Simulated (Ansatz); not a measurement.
## Electronic structure of HfSi$_{2}$O$_{6}$ in real space

```yaml
crystal:
  lattice:
    - [3.56514, 0.00000, 0.00000]
    - [-1.78257, 3.08750, 0.00000]
    - [0.00000, 0.00000, 7.47100]
  atoms:
    - { symbol: Hf, position: [0.00000, 0.00000, 0.50000] }
    - { symbol: Si, position: [0.33333, 0.66667, 0.14904] }
    - { symbol: Si, position: [0.66667, 0.33333, 0.85096] }
    - { symbol: O, position: [0.00000, 0.00000, 0.21613] }
    - { symbol: O, position: [0.66667, 0.33333, 0.60694] }
    - { symbol: O, position: [0.33333, 0.66667, 0.91887] }
    - { symbol: O, position: [0.33333, 0.66667, 0.39306] }
    - { symbol: O, position: [0.00000, 0.00000, 0.78387] }
    - { symbol: O, position: [0.66667, 0.33333, 0.08113] }
```

Space group P-3m1; a structure generated by program, which may or may not match a known phase.

All numbers below come from Ansatz, DFT PBE, scalar-relativistic, plane waves, PAW.

Core electrons are frozen (PAW), and the valence fields are smoothed inside the atomic spheres.

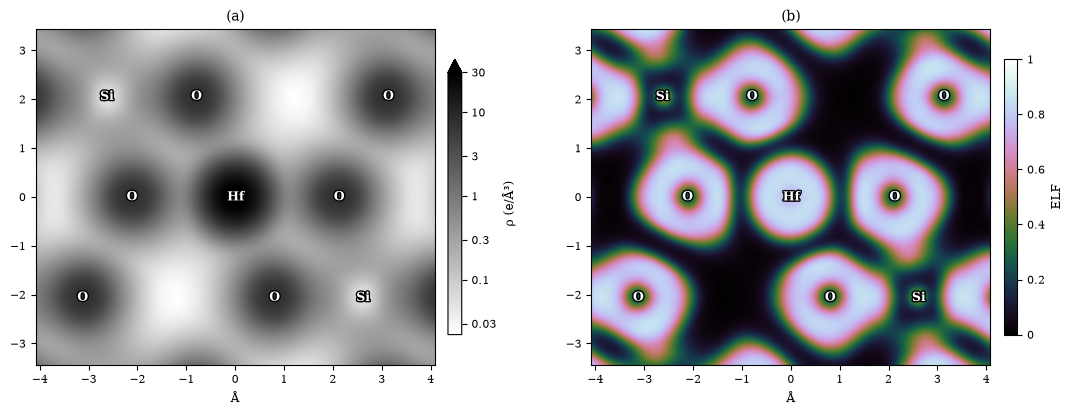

Figure 1. (a) valence electron density; (b) electron localisation function on the (110) plane of the conventional cell.

### Interpret the plot.

The plane passes through Hf, Si and O nuclei. Hf–O (2.12 Å): ρ at the midpoint is about 0.74 e/Å³; the ELF peaks at about 0.85 in the valence shell of O, 0.6 Å from its nucleus, and drops to about 0.20 between the two atoms; no shared electron pair shows on this line. Si–O (1.82 Å): the density is about 0.84 e/Å³ at the midpoint; the ELF peaks at about 0.85 between the atoms; a polar covalent bond. Hf–O (2.21 Å): ρ is about 0.55 e/Å³ halfway; the ELF peaks at about 0.85 in the valence shell of O, 0.6 Å from its nucleus, and drops to about 0.15 between the two atoms (no shared electron pair shows on this line). Between the atoms the lowest density in this plane is 0.02 e/Å³. The features right at Hf lie inside the PAW spheres, where the map follows smoothed inner orbitals and isn't to be read closely.

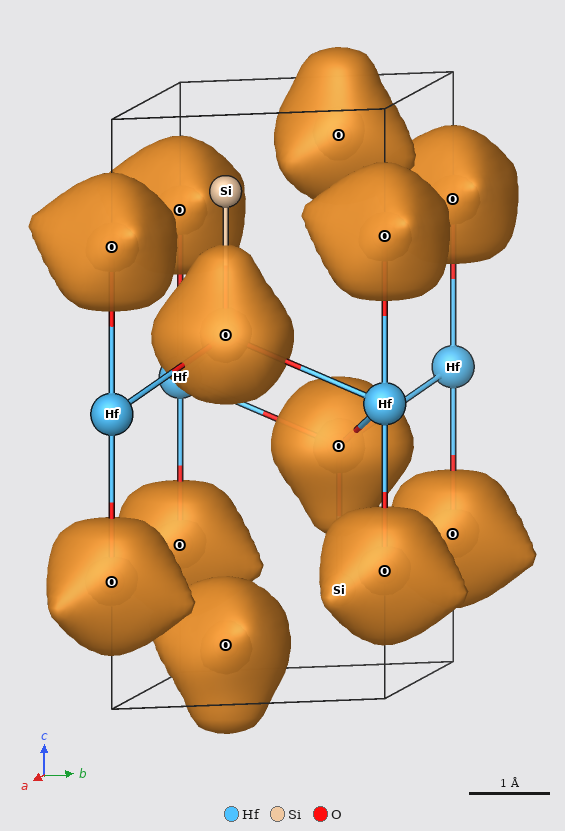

Figure 2. Isosurface of the electron localisation function at 0.65 (orange), seen slightly off an axis. Core shells and regions of very low density are left out. Sticks mark near contacts.

### What do the ELF domains correspond to?

The surface consists of four regions on O in which the atom's valence shell and bonds are merged and two regions wrapped around O (the valence shell of each), counted in one cell of 9 atoms. Regions shared between cells count once.


Si–O (1.72 Å): the ELF peaks at about 0.85 between the atoms, as expected for a shared but strongly polarised pair.

### What Bader charges does the calculation give?

Electrons move from Hf and Si towards O. Bader charges: Hf +2.66, Si +3.05 and O −1.53 to −1.40 e.

### Does the calculation make it a metal, or give it a gap?

It is gapped, with a Kohn–Sham gap of 1.9 eV on the k-point mesh, an upper bound to the gap of this method.
